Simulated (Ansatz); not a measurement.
Consider LiCl.

Space group P6_3mc. The cell comes from a database of computed structures, not from a measurement.

```yaml
crystal:
  lattice:
    - [3.92488, 0.00000, 0.00000]
    - [-1.96244, 3.39905, 0.00000]
    - [0.00000, 0.00000, 6.35716]
  atoms:
    - { symbol: Li, position: [0.66667, 0.33333, 0.87602] }
    - { symbol: Li, position: [0.33333, 0.66667, 0.37602] }
    - { symbol: Cl, position: [0.66667, 0.33333, 0.49898] }
    - { symbol: Cl, position: [0.33333, 0.66667, 0.99898] }
```

Theory: Ansatz 0.2.0, DFT PBE, scalar-relativistic, plane waves, PAW.

What makes up the frontier states of this crystal?

Answer. It is gapped, with a Kohn–Sham gap of 5.9 eV on the k-point mesh.
The top of the valence band: Cl 3p (over 95 %) by Löwdin projection on a minimal orbital set; in space Cl over 95 % and Li little.
The bottom of the conduction band: Li 2s (75 %) and Cl 3s (20 %) by Löwdin projection on a minimal orbital set; in space Cl about 95 % and Li little. The two measures disagree here: the projection uses a minimal set of atomic orbitals, while the spatial cells share out diffuse density by volume.

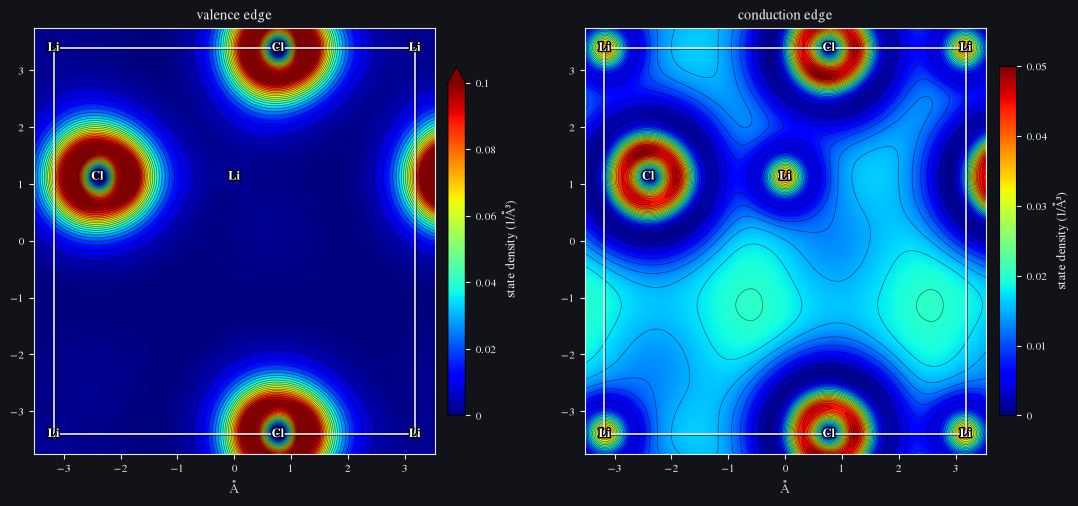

Computed densities of these states (windows −0.6 to 0.0 eV and +5.9 to +6.5 eV about the valence-band maximum) on the (110) plane of the conventional cell.

Core electrons are frozen (PAW), so the fields are smoothed inside the atomic spheres.

Cost of the run: 7 s on 1 thread of Arm Neoverse V1, on a shared host, peak memory 0.35 GiB.
